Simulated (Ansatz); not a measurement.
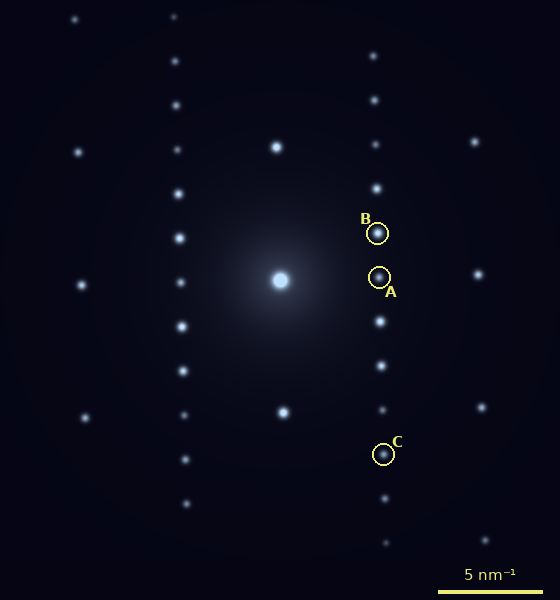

Simulated selected-area electron diffraction pattern (200 kV, kinematic approximation, thin crystal, B = 0.5 Å² for all atoms). The zone axis points towards the electron source and the pattern is seen from the source side.

The sample is Sn, space group P6/mmm (No. 191), a = 5.410 Å, c = 3.298 Å (hexagonal axes). Structure: the input geometry of an electronic-structure calculation (not necessarily at equilibrium); the starting structure was generated, so it need not be a known form of this composition.

```
Sn
1.0
     5.40951    0.00000    0.00000
    -2.70476    4.68478    0.00000
     0.00000    0.00000    3.29835
Sn
3
Direct
  0.00000 0.00000 0.00000
  0.33333 0.66667 0.50000
  0.66667 0.33333 0.50000
```

Spot A is indexed -2 1 1 and spot B -2 0 1.

Give hkl for C.

Answer. C = 5A − 4B = -2 5 1 (d = 1.022 Å).

Find the zone axis.

Answer. The cross product of A and B is parallel to [102]; every spot obeys hu + kv + lw = 0.

What are the spacings of A and B and the angle between them?

Answer. d(A) = 2.091 Å, d(B) = 1.910 Å, and the angle is 24.1°.
